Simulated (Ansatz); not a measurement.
Input file:

```
crystal:
  lattice:
    - [-4.8021252282, 4.8021252282, 2.4353853663]
    - [4.8021252282, -4.8021252282, 2.4353853663]
    - [4.8021252282, 4.8021252282, -2.4353853663]
  atoms:
    - { symbol: Si, position: [0.25, 0.25, 0.0] }
    - { symbol: Si, position: [0.75, 0.75, 0.0] }
    - { symbol: Si, position: [0.6674938316, 0.1674938316, 0.8349876633] }
    - { symbol: Si, position: [0.1674938316, 0.3325061684, 0.5] }
    - { symbol: Si, position: [0.3325061684, 0.8325061684, 0.1650123367] }
    - { symbol: Si, position: [0.8325061684, 0.6674938316, 0.5] }
    - { symbol: Mo, position: [0.75, 0.25, 0.5] }
    - { symbol: Mo, position: [0.25, 0.75, 0.5] }
    - { symbol: Mo, position: [0.2242994561, 0.0765949303, 0.3008943864] }
    - { symbol: Mo, position: [0.0765949303, 0.7757005439, 0.8522954743] }
    - { symbol: Mo, position: [0.7757005439, 0.9234050697, 0.6991056136] }
    - { symbol: Mo, position: [0.9234050697, 0.2242994561, 0.1477045257] }
    - { symbol: Mo, position: [0.2757005439, 0.5765949303, 0.8522954743] }
    - { symbol: Mo, position: [0.4234050697, 0.2757005439, 0.6991056136] }
    - { symbol: Mo, position: [0.7242994561, 0.4234050697, 0.1477045257] }
    - { symbol: Mo, position: [0.5765949303, 0.7242994561, 0.3008943864] }
basis:
  ecutwfc: 420
kpoints:
  mp_grid: { grid: [8, 8, 8] }
  band_path:
    path:
      - [[0.0, 0.0, 0.0], [0.0, 0.0, 0.5], [-0.5, 0.5, 0.5], [0.0, 0.0, 0.0], [0.31429962, 0.31429962, -0.31429962]]
      - [[-0.31429962, 0.68570038, 0.31429962], [-0.5, 0.5, 0.5]]
      - [[0.0, 0.0, 0.5], [0.25, 0.25, 0.25], [0.0, 0.5, 0.0], [0.0, 0.0, 0.0]]
    npoints: 10
hamiltonian:
  xc: pbesol
scf:
  occupations: { method: gaussian, width: 0.1 }
  n_extra_bands: 40
output:
  forces: true
  stress: true
  eigenvalues: true
  populations: true
  dos: { projected: true, de: 0.02, nscf_kmesh: { grid: [12, 12, 12] } }
  bader: false
  write_density: true
  write_potential: true
  elf: true
  volumetric_format: npy
```

Command:

```sh
ansatz run input.yaml --threads 4 --pin off --max-ram 10240MiB --backend cpu --events-out ev --progress --plain --runs-dir out
```

Below, planes, directions and counts refer to the conventional cell (a = 9.60 Å, b = 9.60 Å, c = 4.87 Å, α = 90.00°, β = 90.00°, γ = 90.00°).

Space group I4/mcm; computed without spin polarisation.

Level of theory: Ansatz 0.2.0, DFT PBEsol, scalar-relativistic, plane waves, PAW.

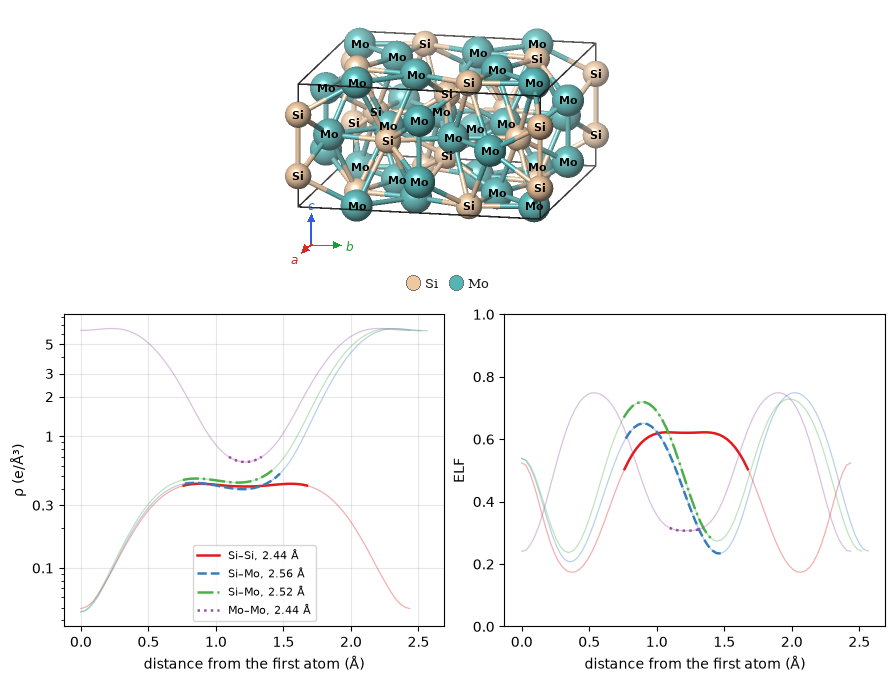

Si3Mo5. Valence charge density (pseudo) and ELF along straight lines between neighbouring atoms. Thin, pale parts lie inside the atomic spheres. The structure is drawn too.

In a PAW calculation such maps are meaningful between the atoms, not at the nuclei.

> Compare the contacts.

Si–Si (2.44 Å): the density is about 0.42 e/Å³ at the midpoint; the ELF peaks at about 0.60 between the atoms.
Si–Mo (2.56 Å): ρ at the midpoint is about 0.41 e/Å³; the ELF peaks at about 0.65 in the valence shell of Si, 0.9 Å from its nucleus, and is about 0.35 at the midpoint.
Si–Mo (2.52 Å): ρ is about 0.46 e/Å³ halfway; the ELF peaks at about 0.70 in the valence shell of Si, 0.9 Å from its nucleus, and is about 0.40 at the midpoint.
Mo–Mo (2.44 Å): ρ is about 0.64 e/Å³ halfway; the ELF is about 0.30 at the midpoint.
